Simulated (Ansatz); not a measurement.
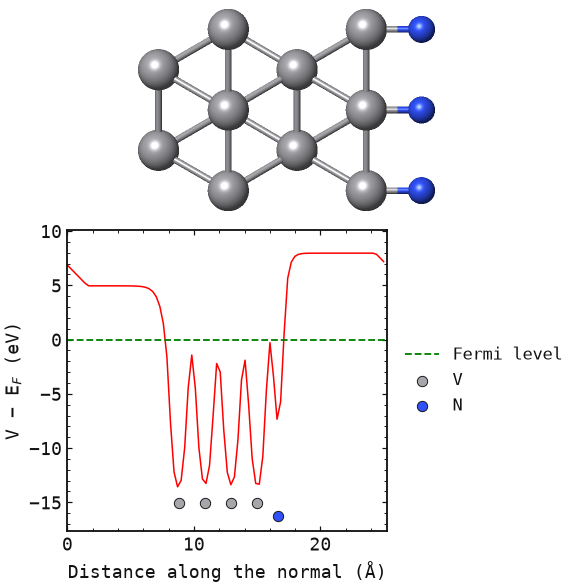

Plane-averaged electrostatic potential energy of an electron across the slab; circles at the bottom mark the heights of the atoms (positions after relaxation). The structure is drawn too.

Structure: a (110) slab cut from V (Im-3m), of composition V4N (not the bulk's), ended by V planes, 5 atoms in the cell.

Computed with Ansatz 0.2.0: DFT PBEsol, scalar-relativistic, plane waves, PAW, no spin polarisation, 12×12×1 k mesh, Gaussian smearing of 0.1 eV.

What is the work function?

Answer. The work function is 7.96 eV at the right face and 4.95 eV at the left.

How thick are slab and vacuum?

Answer. The outermost atoms are 7.9 Å apart, which leaves 17.4 Å of vacuum in a cell 25.3 Å high.

The run has no spin polarisation, so a magnetic state may lie lower.
